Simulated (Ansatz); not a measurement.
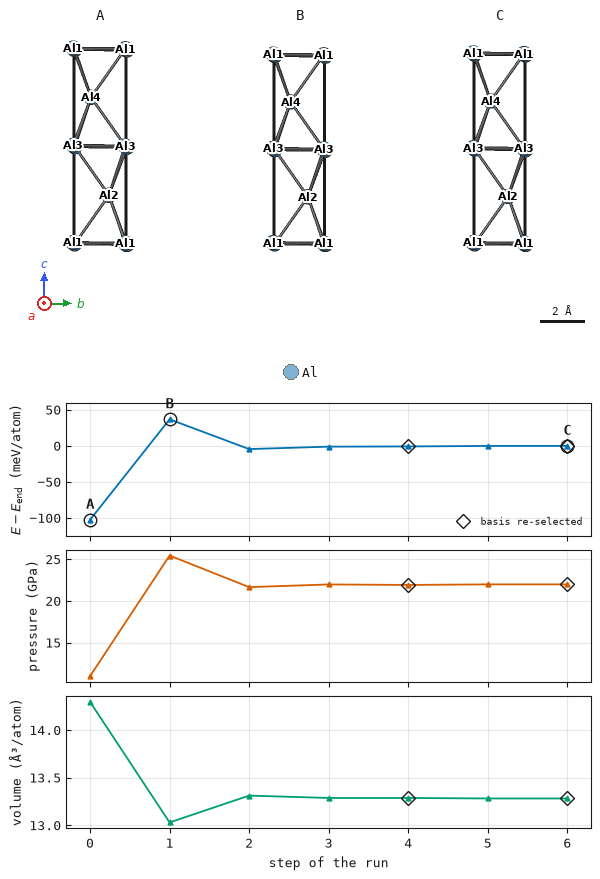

Frames of a relaxation of crystalline Al (set up in P6_3/mmc), marked on the history of the run. The picture is a ball-and-stick view of the cell of the calculation, seen from a free direction.

Case: relaxed at 22 GPa.

Level of theory: DFT LDA, scalar-relativistic, plane waves, PAW (Ansatz). Set-up: plane-wave cutoff 420 eV; k-point mesh 18 × 18 × 6; occupations fermi dirac; smearing width 0.15 eV; target pressure 22 GPa; no spin polarisation; cell and atoms relaxed; force threshold 0.001 eV/Å; at most 60 steps.

Describe the path.

The atoms keep their places relative to the cell (all moves are under 0.005 Å). The drawn cell changes as follows: a = b 2.720 → 2.655 Å (−2.4 %), c 8.926 → 8.703 Å (−2.5 %); the volume changes by −7.1 %. Some distances before and after: Al1–Al2 2.729 → 2.662 Å, Al1–Al1 2.720 → 2.655 Å. The space group stays P6_3/mmc (No. 194). The energy rises by 102 meV per atom in 4 accepted moves (6 points after the start). With the target pressure of 22 GPa, the enthalpy E + pV changes by −36.9 meV per atom. All forces vanish by symmetry, so only the cell relaxes. The pressure goes from 11.00 to 22.00 GPa. At 2 points the geometry stayed and the basis and grid were re-selected for the new cell (energy shift of 0.3 meV per atom at most each time). Cost: 42 s on 1 thread of Intel(R) Xeon(R) Platinum 8259CL CPU @ 2.50GHz (Skylake/Cascade Lake) (shared host), peak memory 0.45 GiB. From step 0 to 1: volume −8.9 %, energy +139 meV per atom. From step 1 to 6: volume +1.9 %, energy −36.9 meV per atom.
